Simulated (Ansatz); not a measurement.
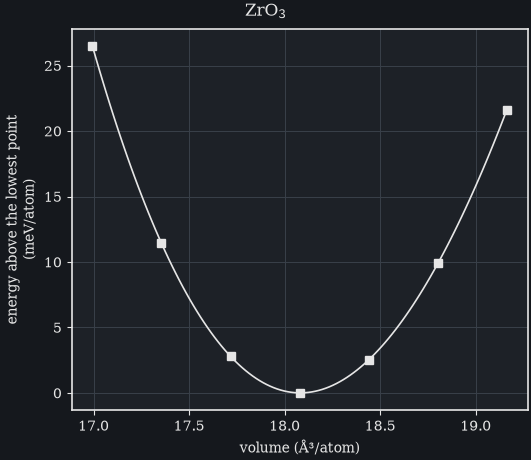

The figure shows the energy above the lowest point against volume for ZrO₃, space group Pm-3m (No. 221) (one of a set of cubic test structures, which need not be the stable phase).

Calculation (Ansatz 0.2.0 development build): equation of state of a cubic crystal from periodic Kohn-Sham density functional theory without spin, third-order Birch-Murnaghan fit to the free energies; pressure corrected for the finite basis. Level: PBE.

structure type ReO3; atoms in cell 4; space group number 221; lattice centring simple cubic; k mesh 26×26×26; occupation method Fermi–Dirac; occupation width 0.06123 eV; wave cutoff 420 eV; datasets soft-1 PAW; density tolerance 1e−07 eV; bands 19; density cutoff ratio 4; search for lower states default.

From this curve and the settings, what does the calculation give for the pressure at the same points?

The pressure falls from 8.2 GPa at volume 16.99 Å³/atom to −6.1 GPa at 19.16 Å³/atom, and changes sign near 18.08 Å³/atom.

```
volume (Å³/atom)  pressure (GPa)
           16.99             8.2
           17.36             5.2
           17.72             2.5
           18.08             0.0
           18.44            -2.2
           18.80            -4.3
           19.16            -6.1
```

Caveats: cubic model structure, not the ambient form; no spin polarisation, a magnetic state may lie lower.
